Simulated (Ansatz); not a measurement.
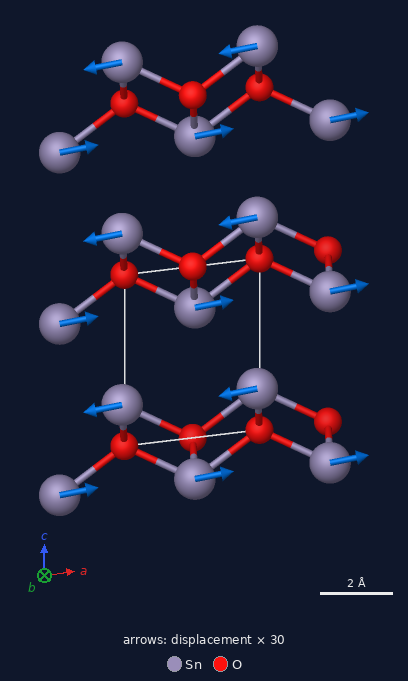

A relaxation of solid SnO (set up in P2_1/m). The starting structure is drawn; blue arrows show the displacements, 30 times their true length.

The picture is a ball-and-stick view of the cell of the calculation, repeated 1 × 1 × 2 with one cell outlined, seen along the b axis.

Case: shear of c along a, cell held, atoms relaxed: +12.0 %.

These are results of DFT PBEsol, scalar-relativistic, plane waves, PAW in Ansatz, not measurements. Set-up: plane-wave cutoff 420 eV; k-point mesh 14 × 14 × 12; occupations gaussian; smearing width 0.1 eV; no spin polarisation; atoms relaxed in a fixed cell; force threshold 0.008 eV/Å; at most 40 steps.

Describe the change and its energy.

The energy falls by 2.3 meV per atom in 3 accepted moves (5 points after the start). The largest force component goes from 0.23 to 0.00082 eV/Å. The line search rejected the trial step at point 3 of the run. 1 step only repeated the SCF at the same geometry. The largest moves, 0.037 Å, are those of Sn atoms. By element the largest moves are Sn 0.037 Å, O 0.007 Å. The cell doesn't change. Some distances before and after: O–Sn 2.268 → 2.228 Å, O–Sn 2.177 → 2.211 Å. The space group stays P2_1/m (No. 11). Cost: 4.2 min on 1 thread of Arm Neoverse V2, on a shared host, peak memory 1 GiB.
